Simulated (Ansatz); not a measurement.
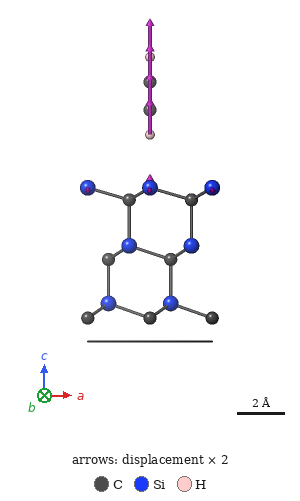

A constrained relaxation of a slab of composition Si6HC7 (cut from the F-43m phase). The starting structure is drawn; purple arrows show the displacements, 2 times their true length.

Style: ball-and-stick. Shown: the cell of the calculation, outlined in the plane, without the vacuum (origin shifted), along the b axis.

Case: 1 C2H2 a cell, upright, over a top Si site. The slab is the (1 1 1) face of SiC with C2H2 on it. 12 atoms are held fixed.

These are results of DFT PBE+D3(BJ), scalar-relativistic, plane waves, PAW (Ansatz 0.2.0), not measurements. (plane-wave cutoff 420 eV; k-point mesh 3 × 3 × 1; occupations gaussian; smearing width 0.05 eV; no spin polarisation; dipole correction; atoms relaxed in a fixed cell; force threshold 0.04 eV/Å; at most 100 steps)

**What did the optimiser do to the structure, and how much energy did it gain?**

An H atom moves most: 0.84 Å along the normal (+c). Largest moves by element: H 0.84 Å, C 0.82 Å, Si 0.31 Å. The lattice vectors keep their values. Some distances before and after: C–Si 1.849 → 1.925 Å, C–Si 1.967 → 2.009 Å, C–Si 1.849 → 1.818 Å, C–H 1.058 → 1.080 Å. Bond angles that change, for instance: Si–C–Si 106.3° → 115.6°, C–Si–C 112.5° → 103.6°, C–Si–C 112.5° → 118.5°. Over 11 accepted moves (13 points after the start) the energy falls by 0.119 eV per cell of the calculation. The largest force component goes from 1 to 0.008 eV/Å. The line search rejected the trial steps at points 3, 11 of the run. The run took 4.5 min on 2 threads of Arm Neoverse V1, with other jobs on the host, peak memory 1.2 GiB.

Limits of the set-up: the periodic images lie only 6.1 Å apart, so the values are limited by the cell's size.
